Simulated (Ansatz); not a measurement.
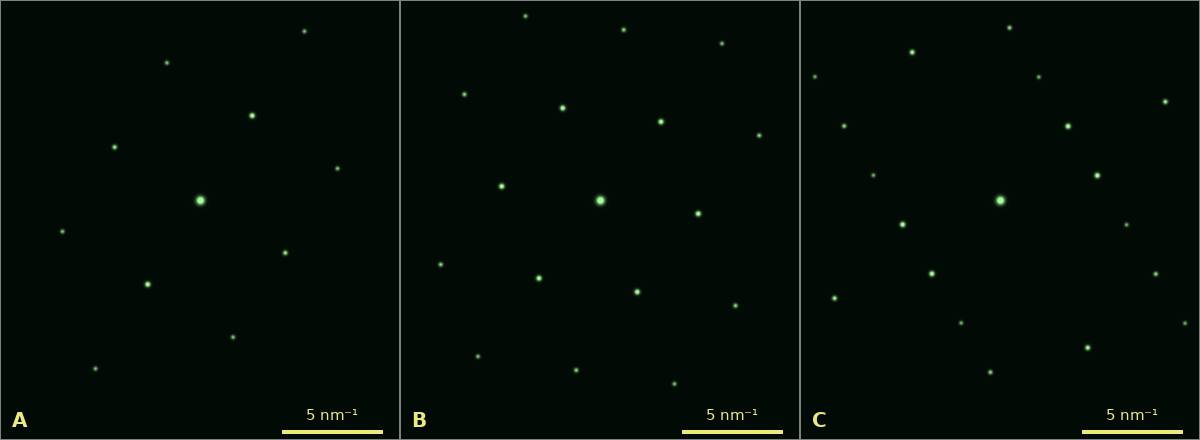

Simulated selected-area electron diffraction patterns (200 kV, kinematic approximation, thin crystal, B = 0.5 Å² for all atoms).

All three come from Ni, space group P6/mmm (No. 191), a = 4.032 Å, c = 2.427 Å (hexagonal axes). Structure: coordinates from a relaxation with Ansatz 0.2.0, DFT, RPBE, plane waves (420 eV) with PAW, scalar-relativistic; the starting structure was generated, so it need not be a known form of this composition.

Assign the zone axes [001], [101], [212] to A, B and C.

A is [212]: rectangular net of -1 2 0 at d = 2.02 Å and -1 0 1 at d = 1.99 Å, at 90.0°. B is [001]: hexagonal net of 2 -1 0 at d = 2.02 Å and 1 1 0 at d = 2.02 Å, at 60.0°. C is [101]: centred rectangular net of 0 1 0 (itself too weak to see) at d = 3.49 Å and 1 0 -1 at d = 1.99 Å, at 73.4°.
